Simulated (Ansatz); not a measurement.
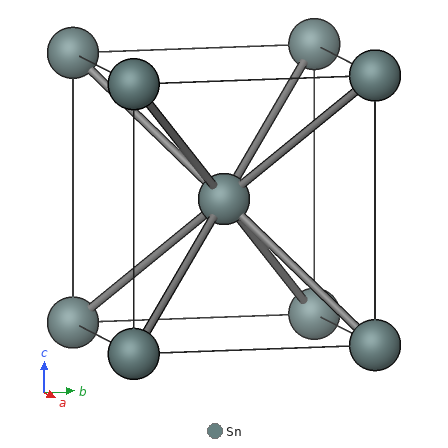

System: Sn, space group Immm (No. 71). The picture shows the conventional cell.

The given structure:
```
Sn
1.0
    -1.82215    1.73046    1.98682
     1.82215   -1.73046    1.98682
     1.82215    1.73046   -1.98682
Sn
1
Cartesian
  0.0000 0.0000 0.0000
```

Input of one of the runs behind the figure:
```
crystal:
  lattice:
    - [-1.822153, 1.730458401, 1.9868244593]
    - [1.822153, -1.730458401, 1.9868244593]
    - [1.822153, 1.730458401, -1.9868244593]
  atoms:
    - { symbol: Sn, position: [0.0, 0.0, 0.0] }
basis:
  ecutwfc: 420
kpoints:
  mp_grid: { grid: [16, 16, 16] }
hamiltonian:
  xc: pbesol
  dispersion: d3bj
scf:
  occupations: { method: gaussian, width: 0.1 }
output:
  forces: true
  stress: true
  eigenvalues: true
relax:
  adjacent_minimum: "off"
  f_tol: 0.005
  max_steps: 80
  cell: { stress_tol: 0.05 }
```

Launched with:
```bash
ansatz run input.yaml --threads 1 --pin off --max-ram 2560MiB --backend cpu --events-out ev --progress --plain --runs-dir out
```

Calculation (Ansatz 0.2.0): third-order Birch-Murnaghan fit to density functional energies at scaled volumes of the given relaxed cell, shape and atoms relaxed at each volume; energies count from the fitted minimum; plane waves with PAW datasets, Γ-centred k mesh. Level: PBEsol with D3(BJ), no spin polarisation.

```csv
setting,value
wave cutoff,420 eV
k mesh,16×16×16
occupations,Gaussian
smearing width,0.1 eV
```

Describe the result: the energy above the minimum and pressure against volume. The volume takes the values 22.052, 22.804, 23.556, 24.307, 25.059, 25.811, 26.563, 27.565 Å³/atom.

A third-order Birch–Murnaghan fit gives V0 = 25.00 Å³/atom, B0 = 57.7 GPa. The energy above the minimum is 85.9 meV/atom at volume 22.052 Å³/atom and 36.7 meV/atom at 27.565 Å³/atom; the lowest computed point is at volume 25.059 Å³/atom (−0.3 meV/atom), and no other minimum shows. The pressure falls from 10.69 GPa at volume 22.052 Å³/atom to −4.46 GPa at 27.565 Å³/atom, and changes sign near 25.1 Å³/atom. The solid is metallic at every point.

```csv
volume (Å³/atom),energy above the minimum (meV/atom),pressure (GPa)
22.052,85.9,10.69
22.804,44.1,7.25
23.556,17.2,4.36
24.307,4.4,2.05
25.059,-0.3,-0.02
25.811,3.9,-1.74
26.563,15.5,-3.19
27.565,36.7,-4.46
```

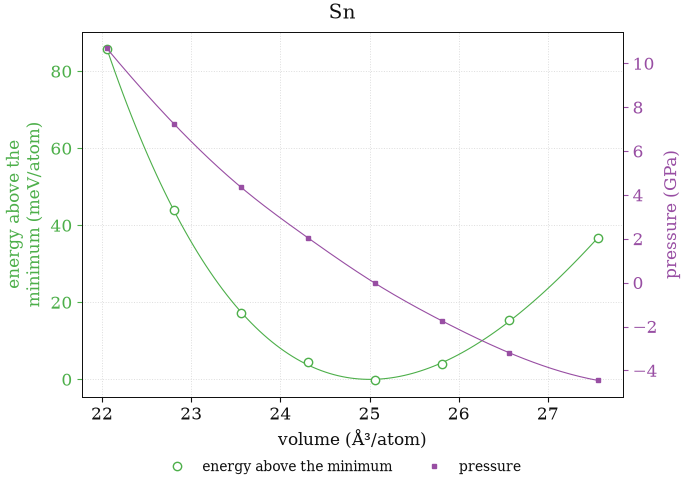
